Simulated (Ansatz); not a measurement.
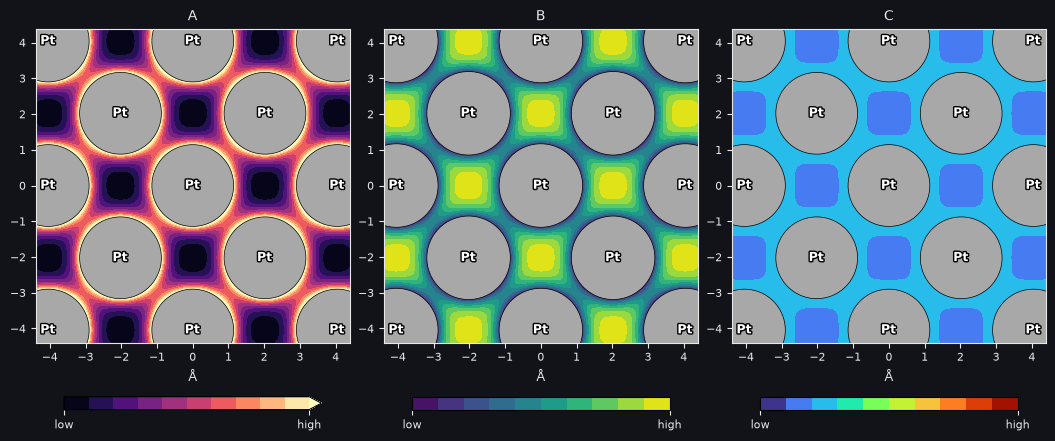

Pt: 3 fields on the (010) plane of the conventional cell, with unlabelled colour scales. Grey discs cover the atomic cores.

Space group Fm-3m; computed pressure about −26 GPa in this cell.

All numbers below come from DFT LDA, scalar-relativistic, plane waves, PAW in Ansatz 0.2.0.

Question: The panels show electron localisation function, electrostatic potential energy of an electron and valence pseudo-density in some order. Assign them.

Answer: Panel A: valence pseudo-density. Panel B: electrostatic potential energy of an electron (low next to the atoms, rising into the space between them). Panel C: electron localisation function. From the grid: Pt–Pt (2.86 Å): ρ at the midpoint is about 0.32 e/Å³; the ELF is about 0.30 at the midpoint; no localised pair shows between them.
